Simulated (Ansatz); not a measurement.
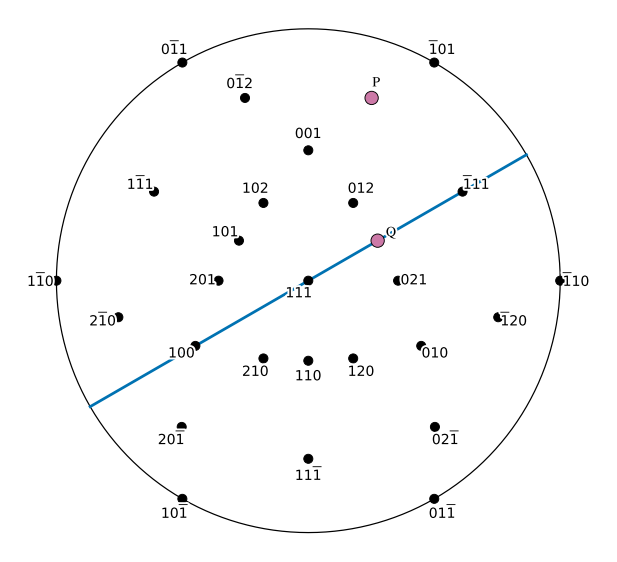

For P, coordinates from a relaxation with DFT, r2SCAN, plane waves (500 eV) with PAW, scalar-relativistic in Ansatz 0.2.0; the starting structure was generated, so it need not be a known form of this composition: stereographic projection of plane normals (upper hemisphere) centred on (1 1 1). Geometry calculated from the standardised cell; symmetry tolerance 0.002 Å.

a = 3.061 Å, b = 3.061 Å, c = 3.061 Å, α = 90.00°, β = 90.00°, γ = 90.00°.

Q: Index the poles marked P, Q.

A: P is (−1 0 2), 75.0° from the centre; Q is (0 1 1), 35.3° from the centre.

Q: Which zone does the coloured great circle trace?

A: The zone [0 1 −1]: its poles satisfy k − l = 0.

Q: What is the angle between the normals of (0 2 1) and (0 0 1), and what are their d_hkl = 1/|g|?

A: 63.4°; d = 1.369 Å and 3.061 Å.
